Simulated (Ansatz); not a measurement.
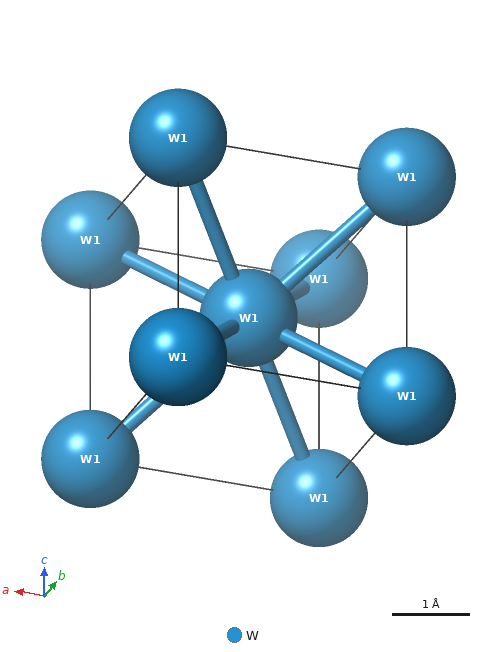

The starting point is a symmetric starting cell of W. A ball-and-stick model of the conventional cell (2 times the calculation's cell), seen from a free direction. Lengths and directions refer to the drawn axes.

All numbers below come from DFT PBE, scalar-relativistic, plane waves, PAW in Ansatz. Set-up: plane-wave cutoff 420 eV; k-point mesh 15 × 15 × 15; occupations gaussian; smearing width 0.1 eV; no spin polarisation.

The variant: The cell is strained by +15.9 % along [1 1 1] and −2.1 % across it (volume +11.1 %), the atoms keeping their fractional coordinates. No relaxation follows. The starting cell wasn't computed here and needn't be at equilibrium, so pressure and forces aren't due to the change alone.

**Predict the response.**

The pressure is −22.5 GPa (not all of it need come from the change, since the unchanged cell can be under pressure at this level too). The principal stresses (compression positive) are −38.4 GPa along [1 1 1] and −14.6 GPa across it. All forces vanish by symmetry. Some distances before and after: W–W 2.767 → 2.768 to 3.206 Å. The space group (tolerance 0.01 Å) goes from Im-3m (No. 229) to R-3m (No. 166).

Drawn alike, the variant:

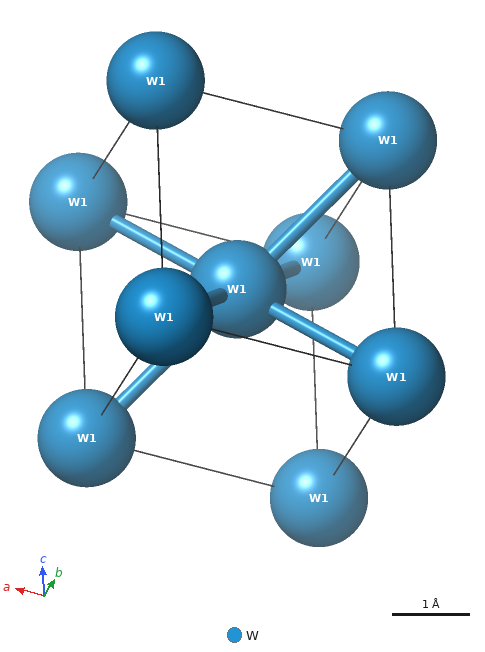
